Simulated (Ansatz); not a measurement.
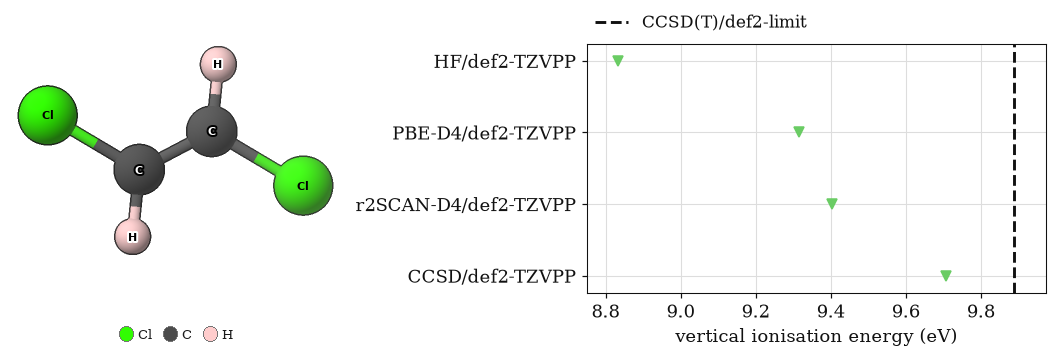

Vertical ionisation energy of C₂H₂Cl₂, SMILES Cl/C=C/Cl, taken as the energy of the cation less that of the neutral at fixed geometry (unrestricted doublet cation, cores frozen in correlated methods, no spin-orbit coupling), the Ansatz code 0.2.0, at a PBE0-D4/def2-TZVP geometry (a minimum by its frequencies). Limit means an estimate of the basis limit from triple and quadruple zeta; for coupled cluster it is either extrapolated directly or built as the MP2 limit plus the step from MP2 in triple zeta. The distance of CCSD/def2-TZVPP to the limit includes basis error.

What range do the values span, the line included?

From 8.83 eV (HF/def2-TZVPP) to 9.89 eV (CCSD(T)/def2-limit).

Give the values.

| level | eV | less CCSD(T)/def2-limit |
| --- | --- | --- |
| HF/def2-TZVPP | 8.83 | −1.06 |
| PBE-D4/def2-TZVPP | 9.32 | −0.57 |
| r2SCAN-D4/def2-TZVPP | 9.40 | −0.49 |
| CCSD/def2-TZVPP | 9.71 | −0.18 |
| CCSD(T)/def2-limit | 9.89 | 0.00 |
